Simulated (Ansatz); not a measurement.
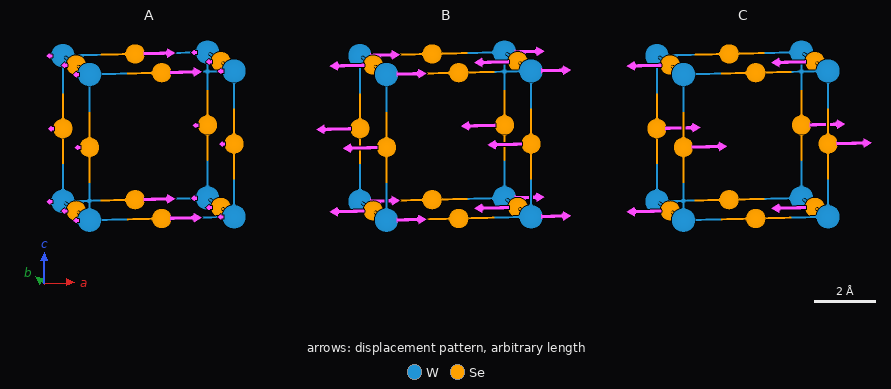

Modes of crystalline WSe$_{3}$ (a generated structure), space group Pm-3m (No. 221), at the zone centre (one member of each degenerate set). The pink arrows are the displacements of the atoms (eigenvector over the root of the mass), of arbitrary overall length and sign. Style: ball-and-stick. Shown: the cell of the calculation, slightly off an axis.

Computed with DFT PBEsol, scalar-relativistic, plane waves, PAW (Ansatz 0.2.0).

The frequencies depend somewhat on the k-mesh and the smearing.

Give the symmetry species and the selection rules of each.

A is T₁u, infrared-active by symmetry (243 cm⁻¹). B is T₁u, infrared-active by symmetry (42i cm⁻¹). C is T₂u, silent by symmetry (neither infrared- nor Raman-active) (42 cm⁻¹). The crystal has a centre of inversion, so no mode is both. In a metal the free carriers screen the infrared response.
